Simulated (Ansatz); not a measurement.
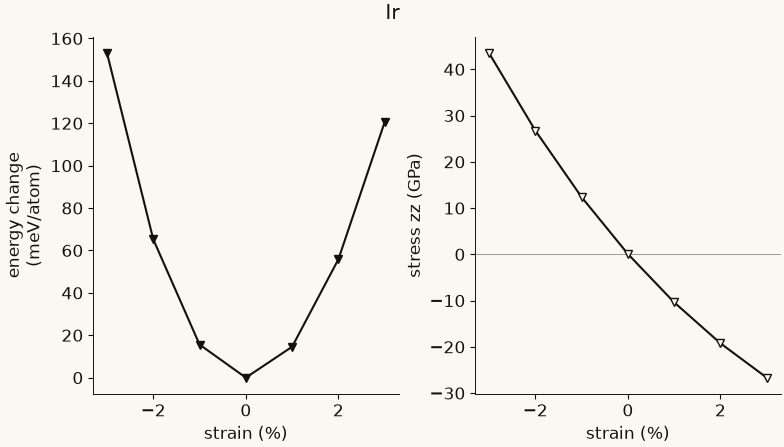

The figure shows the energy change and stress zz against strain for Ir, space group Fm-3m (No. 225).

Structure:
```yaml
crystal:
  lattice:
    - [1.92209, 1.92209, 0.00000]
    - [-1.92209, 1.92209, 0.00000]
    - [0.00000, 0.00000, 3.84418]
  atoms:
    - { symbol: Ir, position: [0.00000, 0.00000, 0.00000] }
    - { symbol: Ir, position: [0.50000, 0.50000, 0.50000] }
```

Computed with Ansatz 0.2.0: energy, stress and cell of a relaxed crystal along a series of strains, atoms and what the cell freedom names relaxed within the symmetry; stress is positive in compression; plane waves with PAW datasets, Γ-centred k mesh; energies extrapolated to zero smearing. Level: r2SCAN, no spin polarisation.

- wave cutoff: 500 eV
- k mesh: 20×20×14
- occupations: Gaussian
- smearing width: 0.1 eV
- strain kind: isotropic
- cell freedom: cell held, all vectors scaled

**Is the given structure stable along this path?**

Yes: the energy rises on both sides of the starting structure, which is therefore a minimum along this path.

**Read off the course of the stress zz.**

It falls from 43.51 GPa at strain −3 % to −26.66 GPa at 3 %, and changes sign near 0 %.

The computed values:

| strain (%) | energy change (meV/atom) | stress zz (GPa) |
| --- | --- | --- |
| −3 | 153 | 43.51 |
| −2 | 65 | 26.76 |
| −1 | 16 | 12.37 |
| 0 | 0 | 0.08 |
| 1 | 15 | −10.38 |
| 2 | 56 | −19.23 |
| 3 | 121 | −26.66 |
